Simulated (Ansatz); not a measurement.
System: Be$_{2}$S.

The calculation's input:

```
crystal:
  lattice:
    - [0.0, 2.6640268767, 2.6640268767]
    - [2.6640268767, 0.0, 2.6640268767]
    - [2.6640268767, 2.6640268767, 0.0]
  atoms:
    - { symbol: Be, position: [0.75, 0.75, 0.75] }
    - { symbol: Be, position: [0.25, 0.25, 0.25] }
    - { symbol: S, position: [0.0, 0.0, 0.0] }
basis:
  ecutwfc: 420
kpoints:
  mp_grid: { grid: [14, 14, 14] }
hamiltonian:
  xc: pbe
scf:
  occupations: { method: gaussian, width: 0.1 }
output:
  forces: true
  stress: true
  eigenvalues: true
  write_density: true
  write_potential: true
  elf: true
  volumetric_format: npy
relax:
  adjacent_minimum: "off"
  f_tol: 0.01
  max_steps: 60
  cell: { stress_tol: 0.1 }
```

Launched as:

```sh
ansatz run input.yaml --threads 1 --pin off --max-ram 1331MiB --backend cpu --events-out ev --progress --plain --runs-dir out
```

Below, planes, directions and counts refer to the conventional cell (a = 5.34 Å, b = 5.34 Å, c = 5.34 Å, α = 90.00°, β = 90.00°, γ = 90.00°).

The fields are those of the run's last geometry, not of the input's.

Space group Fm-3m; a structure from a database of computed crystals, not necessarily the ambient phase.

The calculation used Ansatz, DFT PBE, scalar-relativistic, plane waves, PAW.

### What can the converged valence pseudo-density and electron localisation function tell about the bonding?

Be–S (2.31 Å): the density is about 0.42 e/Å³ at the midpoint; the ELF peaks at about 0.85 in the valence shell of S, 0.8 Å from its nucleus, and is about 0.70 at the midpoint.

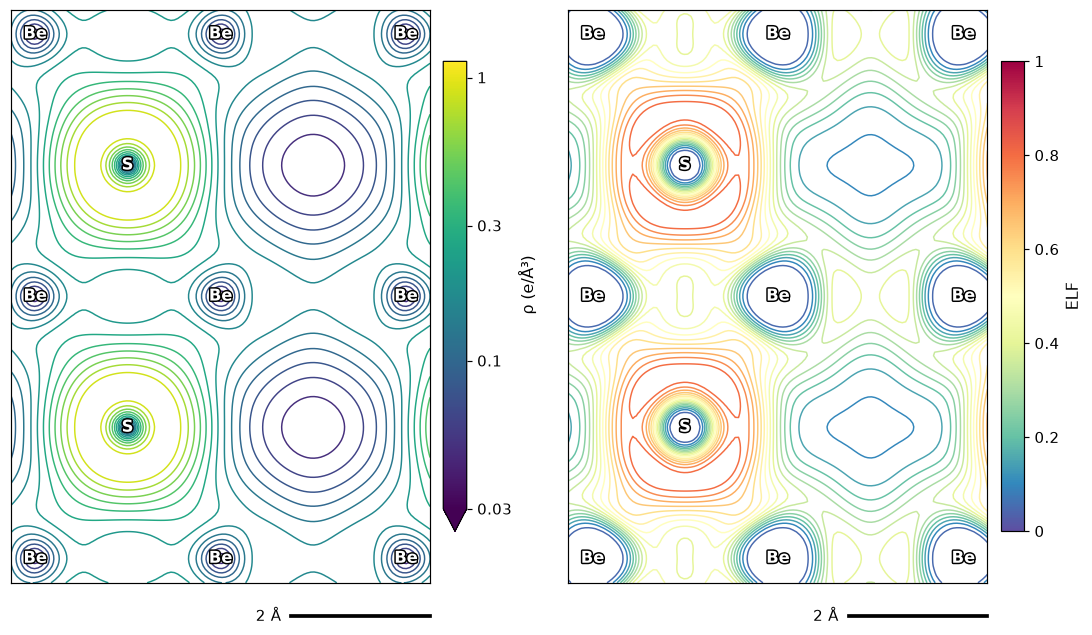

Computed valence pseudo-density and electron localisation function on the (101) plane of the conventional cell, in this order. 
